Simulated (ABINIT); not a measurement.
# Run report: Pd, phonons q calculation (part 2 of 2)

Pd (1 atom in the cell); Kohn-Sham DFT of a periodic cell, LDA, PseudoDojo NC SR LDA v0.4.1 standard, no spin polarisation (ABINIT 10.8.3); cutoff 1006.82 eV, 14×14×14 k-mesh, cold smearing of 0.136 eV. The structure derives from an entry of the Crystallography Open Database.

Geometry of the input (Å; fractional positions):
```
0.0000  1.9465  1.9465
1.9465  0.0000  1.9465
1.9465  1.9465  0.0000
Pd 0.0000  0.0000  0.0000
```

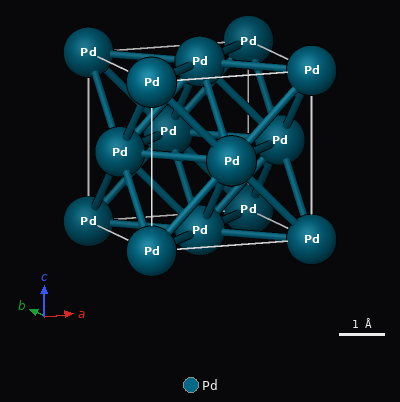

Fig. 1: The structure (ball-and-stick view of the cell 4 times as large as that of the calculation, set on its symmetry axes, seen slightly off an axis).

**The program's output, continued**
```
 cartesian forces (eV/Angstrom) at end:
    1     -0.00000000000000    -0.00000000000000    -0.00000000000000
 frms,max,avg= 0.0000000E+00 0.0000000E+00   0.000E+00  0.000E+00  0.000E+00 e/A
 length scales=  1.889726125908  1.889726125908  1.889726125908 bohr
              =  1.000000000000  1.000000000000  1.000000000000 angstroms
 Fermi (or HOMO) energy (hartree) =   0.45124   Average Vxc (hartree)=  -0.51991
 Eigenvalues (hartree) for nkpt= 104  k points:
 kpt#   1, nband= 17, wtk=  0.00036, kpt=  0.0000  0.0000  0.0000 (reduced coord)
  -2.63471   -1.36950   -1.36950   -1.36950    0.18383    0.34563    0.34563    0.34563
   0.40630    0.40630    1.09029    1.26213    1.26213    1.26213    1.45593    1.56248
   1.56248
      occupation numbers for kpt#   1
   2.00000    2.00000    2.00000    2.00000    2.00000    2.00000    2.00000    2.00000
   2.00000    2.00000    0.00000    0.00000    0.00000    0.00000    0.00000    0.00000
   0.00000
 prteigrs : prtvol=0 or 1, do not print more k-points.

--- !EnergyTerms
iteration_state     : {dtset: 1, }
comment             : Components of total free energy in Hartree
kinetic             :  4.54344411887668E+01
hartree             :  2.57367293761739E+01
xc                  : -2.05095720018470E+01
Ewald energy        : -1.00962017144511E+02
psp_core            :  4.75172168939398E+00
local_psp           : -9.03144165101713E+01
non_local_psp       :  9.02635173741664E-01
internal            : -1.34960478228453E+02
'-kT*entropy'       : -4.81933755145138E-05
total_energy        : -1.34960526421828E+02
total_energy_eV     : -3.67246301242529E+03
band_energy         : -9.97958446423702E+00
...

 Cartesian components of stress tensor (hartree/bohr^3)
  sigma(1 1)=  3.21442141E-04  sigma(3 2)=  0.00000000E+00
  sigma(2 2)=  3.21442141E-04  sigma(3 1)=  0.00000000E+00
  sigma(3 3)=  3.21442141E-04  sigma(2 1)=  0.00000000E+00

-Cartesian components of stress tensor (GPa)         [Pressure= -9.4572E+00 GPa]
- sigma(1 1)=  9.45715431E+00  sigma(3 2)=  0.00000000E+00
- sigma(2 2)=  9.45715431E+00  sigma(3 1)=  0.00000000E+00
- sigma(3 3)=  9.45715431E+00  sigma(2 1)=  0.00000000E+00

================================================================================
== DATASET  2 ==================================================================

--- !DatasetInfo
iteration_state: {dtset: 2, }
dimensions: {natom: 1, nkpt: 2744, mband: 17, nsppol: 1, nspinor: 1, nspden: 1, mpw: 1090, }
cutoff_energies: {ecut:  37.0, pawecutdg:  -1.0, }
electrons: {nelect:   1.80000000E+01, charge:   0.00000000E+00, occopt:   4.00000000E+00, tsmear:   4.99790782E-03, }
meta: {optdriver: 1, rfphon: 1, }
...

 mkfilename : getwfk/=0, take file _WFK from output of DATASET   1.

 Exchange-correlation functional for the present dataset will be:
  LDA: Perdew-Wang 92 LSD fit to Ceperley-Alder data - ixc=7
  J.P.Perdew and Y.Wang, PRB 45, 13244 (1992)

 Real(R)+Recip(G) space primitive vectors, cartesian coordinates (Bohr,Bohr^-1):
 R(1)=  0.0000000  3.6783519  3.6783519  G(1)= -0.1359304  0.1359304  0.1359304
 R(2)=  3.6783519  0.0000000  3.6783519  G(2)=  0.1359304 -0.1359304  0.1359304
 R(3)=  3.6783519  3.6783519  0.0000000  G(3)=  0.1359304  0.1359304 -0.1359304
 Unit cell volume ucvol=  9.9538209E+01 bohr^3
 Angles (23,13,12)=  6.00000000E+01  6.00000000E+01  6.00000000E+01 degrees
 setup1 : take into account q-point for computing boxcut.

 getcut: wavevector=  0.5000  0.0000  0.5000  ngfft=  30  30  30
         ecut(hartree)=     37.000   => boxcut(ratio)=   2.03714
--------------------------------------------------------------------------------

 ==>  initialize data related to q vector <==

 The list of irreducible perturbations for this q vector is:
    1)    idir= 1    ipert=   1
    2)    idir= 2    ipert=   1

================================================================================

 The perturbation idir=   3  ipert=   1 is
 symmetric of a previously calculated perturbation.
 So, its SCF calculation is not needed.

--------------------------------------------------------------------------------
 Perturbation wavevector (in red.coord.)   0.500000  0.000000  0.500000
 Perturbation : displacement of atom   1   along direction   1
 Found     2 symmetries that leave the perturbation invariant.
 symkpt : the number of k-points, thanks to the symmetries,
 is reduced to  1470 .

--------------------------------------------------------------------------------

--------------------------------------------------------------------------------

 dfpt_looppert : total number of electrons, from k and k+q
  fully or partially occupied states are    1.800000E+01 and    1.800000E+01.
 Initialisation of the first-order wave-functions :
  ireadwf=   0

--- !BeginCycle
iteration_state: {dtset: 2, }
solver: {iscf: 7, nstep: 80, nline: 4, wfoptalg: 0, }
tolerances: {tolvrs: 1.00E-08, }
...

     iter   2DEtotal(Ha)        deltaE(Ha) residm    vres2
-ETOT  1   4.9841961935372     -4.894E+03 1.115E+01 4.311E+03
 ETOT  2   3.6387148882986     -1.345E+00 2.044E+00 4.620E+02
 ETOT  3   3.5510677128250     -8.765E-02 1.470E-02 1.536E+00
 ETOT  4   3.5505975361066     -4.702E-04 8.313E-03 1.904E-02
 ETOT  5   3.5505903858702     -7.150E-06 2.624E-04 4.631E-04
 ETOT  6   3.5505902362738     -1.496E-07 1.201E-04 6.407E-05
 ETOT  7   3.5505904274123      1.911E-07 5.153E-06 7.391E-04
 ETOT  8   3.5505902169507     -2.105E-07 3.794E-06 5.547E-07
 ETOT  9   3.5505902167552     -1.955E-10 1.804E-07 2.884E-09

 At SCF step    9       vres2   =  2.88E-09 < tolvrs=  1.00E-08 =>converged.
================================================================================

 ----iterations are completed or convergence reached----

 Mean square residual over all n,k,spin=   16.305E-12; max=  18.040E-08

 2DEtotal=    0.3550590217E+01 Ha. Also 2DEtotal=    0.966164817893E+02 eV
    (2DErelax=   -4.8949960949E+03 Ha. 2DEnonrelax=    4.8985466851E+03 Ha)
    (  non-var. 2DEtotal :    3.5505778823E+00 Ha)

--------------------------------------------------------------------------------
 Perturbation wavevector (in red.coord.)   0.500000  0.000000  0.500000
 Perturbation : displacement of atom   1   along direction   2
 Found     2 symmetries that leave the perturbation invariant.
 symkpt : the number of k-points, thanks to the symmetries,
 is reduced to  1470 .

--------------------------------------------------------------------------------

--------------------------------------------------------------------------------

 dfpt_looppert : total number of electrons, from k and k+q
  fully or partially occupied states are    1.800000E+01 and    1.800000E+01.
 Initialisation of the first-order wave-functions :
  ireadwf=   0

--- !BeginCycle
iteration_state: {dtset: 2, }
solver: {iscf: 7, nstep: 80, nline: 4, wfoptalg: 0, }
tolerances: {tolvrs: 1.00E-08, }
...

     iter   2DEtotal(Ha)        deltaE(Ha) residm    vres2
-ETOT  1   3.5889426681223     -4.609E+03 1.112E+01 2.462E+03
 ETOT  2   2.3670654402675     -1.222E+00 1.070E-01 1.200E+02
 ETOT  3   2.3307789609743     -3.629E-02 1.217E-03 3.921E-01
 ETOT  4   2.3305496717502     -2.293E-04 1.205E-04 1.298E-02
 ETOT  5   2.3305510984609      1.427E-06 2.428E-06 3.272E-02
 ETOT  6   2.3305430677909     -8.031E-06 1.391E-07 4.537E-03
 ETOT  7   2.3305417769551     -1.291E-06 9.104E-09 6.967E-08
 ETOT  8   2.3305417769869      3.183E-11 4.574E-10 4.812E-10

 At SCF step    8       vres2   =  4.81E-10 < tolvrs=  1.00E-08 =>converged.
================================================================================

 ----iterations are completed or convergence reached----

 Mean square residual over all n,k,spin=   14.730E-14; max=  45.743E-11

 2DEtotal=    0.2330541777E+01 Ha. Also 2DEtotal=    0.634172724560E+02 eV
    (2DErelax=   -4.6099114652E+03 Ha. 2DEnonrelax=    4.6122420070E+03 Ha)
    (  non-var. 2DEtotal :    2.3305376705E+00 Ha)

================================================================================

 ---- first-order wavefunction calculations are completed ----

 ==> Compute Derivative Database <==

  Dynamical matrix, in cartesian coordinates,
   if specified in the inputs, asr has been imposed
     j1       j2             matrix element
  dir pert dir pert     real part    imaginary part

   1    1   1    1         0.0861231867         0.0000000001

   2    1   2    1         0.1762938522         0.0000000002

   3    1   3    1         0.0861231867         0.0000000001

  Phonon wavevector (reduced coordinates) :  0.50000  0.00000  0.50000
 Phonon energies in Hartree :
   6.662978E-04  6.662978E-04  9.532941E-04
 Phonon frequencies in cm-1    :
   1.462355E+02  1.462355E+02  2.092239E+02

================================================================================
== DATASET  3 ==================================================================

--- !DatasetInfo
iteration_state: {dtset: 3, }
dimensions: {natom: 1, nkpt: 2744, mband: 17, nsppol: 1, nspinor: 1, nspden: 1, mpw: 1090, }
cutoff_energies: {ecut:  37.0, pawecutdg:  -1.0, }
electrons: {nelect:   1.80000000E+01, charge:   0.00000000E+00, occopt:   4.00000000E+00, tsmear:   4.99790782E-03, }
meta: {optdriver: 1, rfphon: 1, }
...

 mkfilename : getwfk/=0, take file _WFK from output of DATASET   1.

 Exchange-correlation functional for the present dataset will be:
  LDA: Perdew-Wang 92 LSD fit to Ceperley-Alder data - ixc=7
  J.P.Perdew and Y.Wang, PRB 45, 13244 (1992)

 Real(R)+Recip(G) space primitive vectors, cartesian coordinates (Bohr,Bohr^-1):
 R(1)=  0.0000000  3.6783519  3.6783519  G(1)= -0.1359304  0.1359304  0.1359304
 R(2)=  3.6783519  0.0000000  3.6783519  G(2)=  0.1359304 -0.1359304  0.1359304
 R(3)=  3.6783519  3.6783519  0.0000000  G(3)=  0.1359304  0.1359304 -0.1359304
 Unit cell volume ucvol=  9.9538209E+01 bohr^3
 Angles (23,13,12)=  6.00000000E+01  6.00000000E+01  6.00000000E+01 degrees
 setup1 : take into account q-point for computing boxcut.

 getcut: wavevector=  0.5000  0.5000  0.5000  ngfft=  30  30  30
         ecut(hartree)=     37.000   => boxcut(ratio)=   2.03654
--------------------------------------------------------------------------------

 ==>  initialize data related to q vector <==

 The list of irreducible perturbations for this q vector is:
    1)    idir= 1    ipert=   1

================================================================================

 The perturbation idir=   2  ipert=   1 is
 symmetric of a previously calculated perturbation.
 So, its SCF calculation is not needed.

 The perturbation idir=   3  ipert=   1 is
 symmetric of a previously calculated perturbation.
 So, its SCF calculation is not needed.

--------------------------------------------------------------------------------
 Perturbation wavevector (in red.coord.)   0.500000  0.500000  0.500000
 Perturbation : displacement of atom   1   along direction   1
 Found     2 symmetries that leave the perturbation invariant.
 symkpt : the number of k-points, thanks to the symmetries,
 is reduced to  1470 .

--------------------------------------------------------------------------------

--------------------------------------------------------------------------------

 dfpt_looppert : total number of electrons, from k and k+q
  fully or partially occupied states are    1.800000E+01 and    1.800000E+01.
 Initialisation of the first-order wave-functions :
  ireadwf=   0

--- !BeginCycle
iteration_state: {dtset: 3, }
solver: {iscf: 7, nstep: 80, nline: 4, wfoptalg: 0, }
tolerances: {tolvrs: 1.00E-08, }
...

     iter   2DEtotal(Ha)        deltaE(Ha) residm    vres2
-ETOT  1   5.4370443166496     -5.116E+03 1.114E+01 6.647E+03
 ETOT  2   3.9966336576123     -1.440E+00 1.063E-01 9.475E+02
 ETOT  3   3.8620756096676     -1.346E-01 8.443E-03 1.638E+00
 ETOT  4   3.8615874599305     -4.881E-04 1.935E-04 4.426E-02
 ETOT  5   3.8618190089361      2.315E-04 1.191E-05 1.191E+00
 ETOT  6   3.8615767699345     -2.422E-04 5.911E-07 1.606E-02
 ETOT  7   3.8615734136662     -3.356E-06 3.577E-08 8.583E-06
 ETOT  8   3.8615734115516     -2.115E-09 1.833E-09 2.227E-07
 ETOT  9   3.8615734118590      3.074E-10 1.364E-10 1.787E-06
 ETOT 10   3.8615734114825     -3.765E-10 7.780E-12 1.022E-07
 ETOT 11   3.8615734114907      8.185E-12 5.410E-13 3.895E-11

 At SCF step   11       vres2   =  3.89E-11 < tolvrs=  1.00E-08 =>converged.
================================================================================

 ----iterations are completed or convergence reached----

 Mean square residual over all n,k,spin=   18.106E-17; max=  54.105E-14

 2DEtotal=    0.3861573411E+01 Ha. Also 2DEtotal=    0.105078765617E+03 eV
    (2DErelax=   -5.1176829697E+03 Ha. 2DEnonrelax=    5.1215445431E+03 Ha)
    (  non-var. 2DEtotal :    3.8615744962E+00 Ha)

================================================================================

 ---- first-order wavefunction calculations are completed ----

 ==> Compute Derivative Database <==

  Dynamical matrix, in cartesian coordinates,
   if specified in the inputs, asr has been imposed
     j1       j2             matrix element
  dir pert dir pert     real part    imaginary part

   1    1   1    1         0.0928001027         0.0000000077
   1    1   2    1         0.0499011781        -0.0000000077
   1    1   3    1         0.0499011781        -0.0000000077

   2    1   1    1         0.0499011781        -0.0000000077
   2    1   2    1         0.0928001027         0.0000000077
   2    1   3    1         0.0499011781        -0.0000000077

   3    1   1    1         0.0499011781        -0.0000000077
   3    1   2    1         0.0499011781        -0.0000000077
   3    1   3    1         0.0928001027         0.0000000077

  Phonon wavevector (reduced coordinates) :  0.50000  0.50000  0.50000
 Phonon energies in Hartree :
   4.702529E-04  4.702529E-04  9.964127E-04
 Phonon frequencies in cm-1    :
   1.032086E+02  1.032086E+02  2.186873E+02

== END DATASET(S) ==============================================================
================================================================================

 -outvars: echo values of variables after computation  --------
            acell      1.8897261259E+00  1.8897261259E+00  1.8897261259E+00 Bohr
           etotal1    -1.3496052642E+02
           etotal2     2.3305417770E+00
           etotal3     3.8615734115E+00
            fcart1    -0.0000000000E+00 -0.0000000000E+00 -0.0000000000E+00
            fcart2     0.0000000000E+00  0.0000000000E+00  0.0000000000E+00
            fcart3     0.0000000000E+00  0.0000000000E+00  0.0000000000E+00
            rprim      0.0000000000E+00  1.9465000000E+00  1.9465000000E+00
                       1.9465000000E+00  0.0000000000E+00  1.9465000000E+00
                       1.9465000000E+00  1.9465000000E+00  0.0000000000E+00
           strten1     3.2144214143E-04  3.2144214143E-04  3.2144214143E-04
                       0.0000000000E+00  0.0000000000E+00  0.0000000000E+00
           strten2     0.0000000000E+00  0.0000000000E+00  0.0000000000E+00
                       0.0000000000E+00  0.0000000000E+00  0.0000000000E+00
           strten3     0.0000000000E+00  0.0000000000E+00  0.0000000000E+00
                       0.0000000000E+00  0.0000000000E+00  0.0000000000E+00
 Calculation completed.
```
